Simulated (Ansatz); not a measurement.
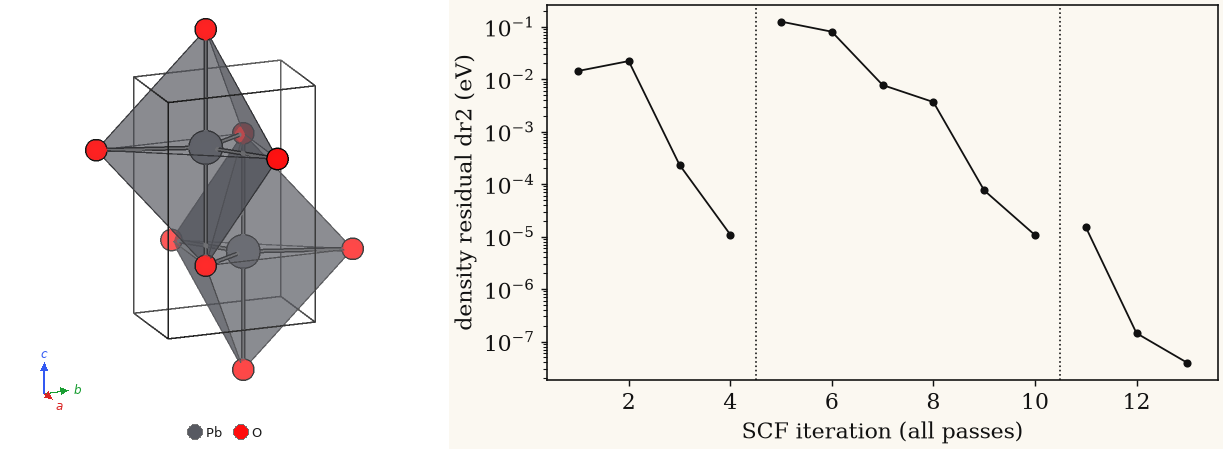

Beside the plot: the structure in its conventional cell.

The plot shows the SCF iterations of a calculation: density residual dr2. The run starts with a semilocal functional; after that each stretch between dotted lines is one SCF of the hybrid functional between two exact rebuilds of the exchange operator by the outer loop. The starting density is a sum of atomic densities corrected by a trained network. The program stopped passes 1 and 2 early, since the exchange operator was about to change.

System: PbO (P6_3/mmc, 4 atoms in the cell).
Method: G0W0 on HSE06, plane waves, PAW (Ansatz 0.2.0); cutoff 420 eV, response cutoff 140 eV, 311 empty bands, 6×6×4 k-mesh, fixed occupations.

Was self-consistency reached?

Answer. It was still iterating, at step 13, when the time limit ended it. There are 3 passes, of 4, 6 and 3 iterations. In pass 3, the residual is still falling at the last step (down to 4 × 10⁻⁸).

Read the residual at the first and at the last step drawn.

Answer. It starts near 0.01 and ends near 4 × 10⁻⁸ eV.
